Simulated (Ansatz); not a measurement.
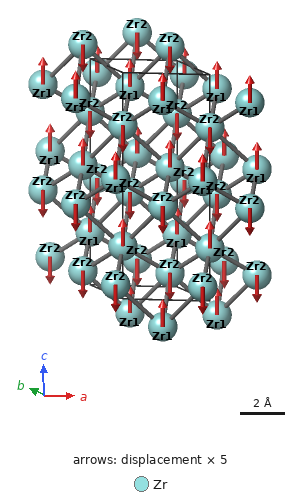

This is a relaxation of solid Zr (built on the Sb_166 type) (coarse preliminary run). The starting structure is drawn; red arrows show the displacements (the part carried along by the change of the cell is left out), 5 times their true length.

Style: ball-and-stick. Shown: the conventional cell (3 times the calculation's cell), slightly off an axis. Lengths and directions refer to the drawn axes.

Case: Sb type (R-3m, No. 166).

The calculation used DFT PBE, scalar-relativistic, plane waves, PAW (Ansatz 0.2.0). Settings: plane-wave cutoff 420 eV; k-point mesh 6 × 6 × 6; occupations gaussian; smearing width 0.1 eV; no spin polarisation; cell and atoms relaxed; force threshold 0.04 eV/Å; at most 70 steps.

Q: What did the optimiser do to the structure, and how much energy did it gain?

A: The largest moves relative to the cell, 0.26 Å, are those of Zr1 and Zr2. Zr1 goes along +c. The volume changes by −6.8 %, with a = b 4.038 → 3.181 Å (−21.2 %), c 10.545 → 15.837 Å (+50.2 %). Some distances before and after: Zr1–Zr1 4.038 → 3.181 Å, Zr1–Zr2 2.726 → 3.216 Å, Zr1–Zr2 (another image) 3.139 → 3.216 Å. Bond angles that change, for instance: Zr2–Zr1–Zr2 95.6° → 59.3°, Zr2–Zr1–Zr2 91.7° → 120.7°, Zr2–Zr1–Zr2 80.1° → 59.3°. The space group stays R-3m (No. 166). The energy falls by 2.084 eV per cell of the calculation in 16 accepted moves (18 points after the start). Largest force component: 2.4 eV/Å at the start, 0.00012 eV/Å at the end. Pressure: −0.06 GPa at the start and 0.01 GPa at the end. The SCF was repeated twice at an unchanged geometry on a basis and grid sized afresh for the cell, which shifted the energy by 0.117 eV per cell of the calculation at most.
